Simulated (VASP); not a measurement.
System: TiO2 (slab).

Input file:

```
SYSTEM = TiO2
PREC     = Accurate       ! precision mode
ENCUT    = 520            ! plane-wave cutoff, eV
EDIFF    = 1E-7           ! SCF threshold, eV
ISMEAR   = 0              ! smearing method
SIGMA    = 0.05           ! smearing width, eV
LREAL    = .FALSE.        ! projectors in reciprocal space
LASPH    = .TRUE.         ! aspherical terms in the spheres
NELM     = 100            ! most SCF steps
ALGO     = Fast           ! electronic algorithm
ISIF     = 2              ! what is computed and relaxed
LWAVE    = .FALSE.        ! write WAVECAR
LCHARG   = .TRUE.         ! write CHGCAR
LDIPOL   = .TRUE.       
IDIPOL   = 3            
DIPOL    = 0.5 0.5 0.500
GGA      = PS             ! functional
LVHAR    = .TRUE.       
LVACPOTAV= .TRUE.       
KPAR     = 8
```

Launched as:

```sh
cat potpaw_PBE.64/O/POTCAR potpaw_PBE.64/Ti_sv/POTCAR > POTCAR
mpirun -np 8 vasp_std > vasp.out
```

Computed with Kohn-Sham DFT of a periodic cell, PBEsol, VASP PAW PBE potentials, recommended (VASP).

> What can the converged valence pseudo-density tell about the bonding?

Ti–O (1.83 Å): ρ at the midpoint is about 1 e/Å³.
Ti–O (1.93 Å): the density is about 0.78 e/Å³ at the midpoint.

> Does the calculation make it a metal, or give it a gap?

It is gapped, with a Kohn–Sham gap of 1.4 eV on the k-point mesh (the band edges may lie off the mesh, which would make the gap smaller).

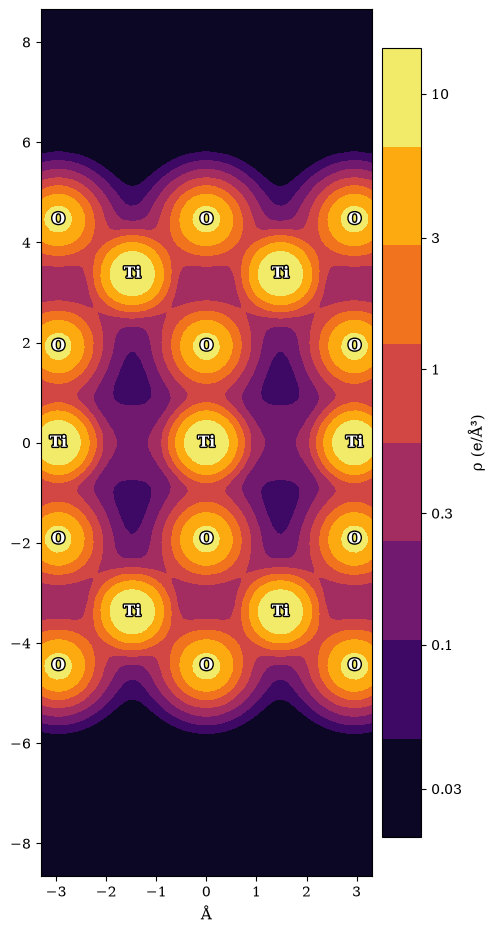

Computed valence pseudo-density on the (100) plane of the calculation cell, a cut from vacuum to vacuum. 

Core electrons are frozen (PAW), and the valence fields are smoothed inside the atomic spheres.
